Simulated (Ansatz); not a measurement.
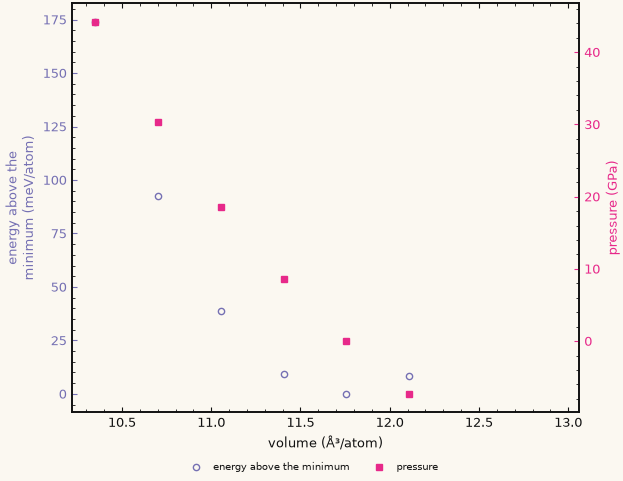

Plotted: energy above the minimum and pressure against volume for HfN, space group Fm-3m (No. 225).

Cell as given: a = 3.216 Å, b = 3.216 Å, c = 3.216 Å, α = 60.00°, β = 60.00°, γ = 60.00°; 2 atoms.

Calculation (Ansatz 0.2.0): third-order Birch-Murnaghan fit to density functional energies at scaled volumes of the given relaxed cell, shape and atoms relaxed at each volume; energies count from the fitted minimum; plane waves with PAW datasets, Γ-centred k mesh. Level: PBE, no spin polarisation.

```json
{"setting": "wave cutoff", "value": "420 eV"}
{"setting": "k mesh", "value": "16×16×16"}
{"setting": "occupations", "value": "Gaussian"}
{"setting": "smearing width", "value": "0.1 eV"}
```

The points at volume 12.463 Å³/atom and 12.933 Å³/atom are left out of the plot. What values does the calculation give there?

```csv
volume (Å³/atom),energy above the minimum (meV/atom),pressure (GPa)
12.463,31.4,-13.55
12.933,81.7,-20.46
```

Note: no spin polarisation, a magnetic state may lie lower.
